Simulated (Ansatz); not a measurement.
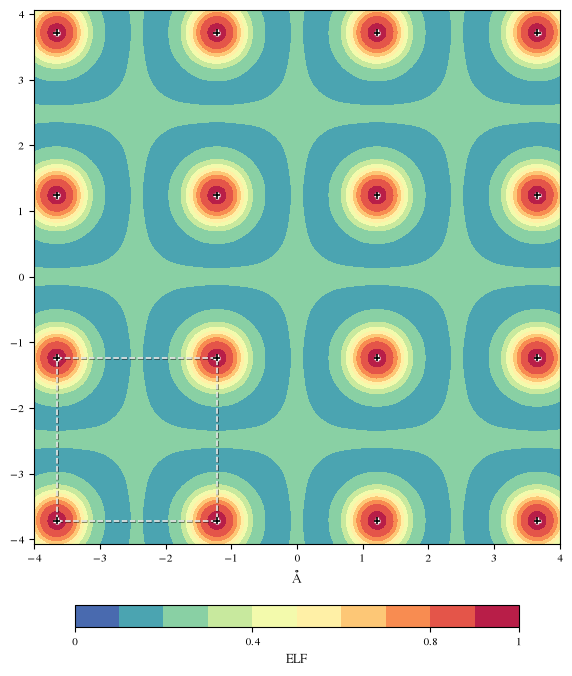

The ELF on a plane through atoms (crosses mark nuclei in the plane).

All numbers below come from DFT r2SCAN, scalar-relativistic, plane waves, PAW in Ansatz 0.2.0.

Candidates:
A. Cu, a = 2.44 Å, b = 7.96 Å, c = 2.48 Å, α = 90.00°, β = 90.00°, γ = 90.00°. Space group Cmcm; a structure from a database of computed crystals, not necessarily the ambient phase; computed without spin polarisation.
B. Si, a = 2.63 Å, b = 2.63 Å, c = 2.49 Å, α = 90.00°, β = 90.00°, γ = 120.00°. Space group P6/mmm; a structure from a database of computed crystals, not necessarily the ambient phase.

Which system is this?

Answer. Candidate A: Cu on the (010) plane of the conventional cell, which holds Cu. Cu–Cu (2.44 Å): the ELF is about 0.20 at the midpoint: no localised pair shows between them.
